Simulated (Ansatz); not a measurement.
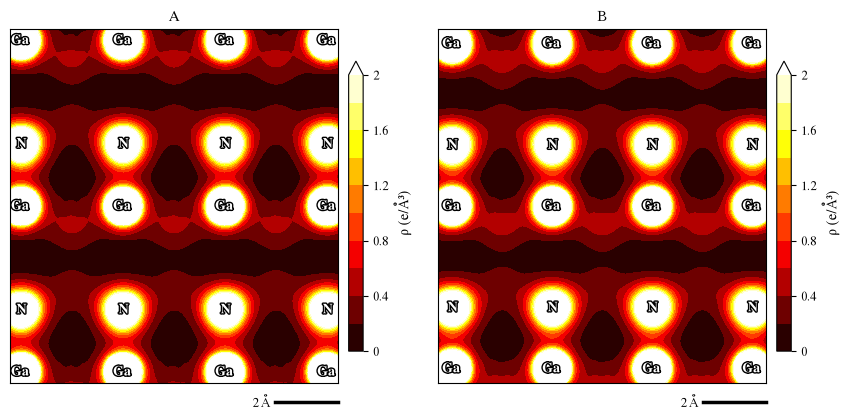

GaN. The valence pseudo-density of two cells that differ in size, on the (100) plane of each (indices in the axes of the calculation cell), at one length scale and on one colour scale: A has 11.8 Å³ an atom and B 11.1.

Level of theory: Kohn-Sham DFT of a periodic cell, PBEsol, Ansatz PAW in Ansatz 0.2.0.

In a PAW calculation such maps are meaningful between the atoms, not at the nuclei.

The larger cell:

```
CELL_PARAMETERS angstrom
3.22185 0.00000 0.00000
-1.61092 2.79020 0.00000
0.00000 0.00000 5.23398
ATOMIC_POSITIONS crystal
Ga 0.66667 0.33333 0.50000
Ga 0.33333 0.66667 0.00000
N 0.66667 0.33333 0.87500
N 0.33333 0.66667 0.37500
```

The smaller cell: a = 3.159 Å, b = 3.159 Å, c = 5.131 Å, α = 90.00°, β = 90.00°, γ = 120.00°.

**What changes from the larger cell to the smaller?**

From the larger cell to the smaller, Ga–N goes from 1.96 to 1.92 Å, and the density at its midpoint from 0.72 to 0.8 e/Å³; the pressure goes from −6 to 5 GPa; the Kohn–Sham gap goes from 1.6 eV to 2.0 eV.
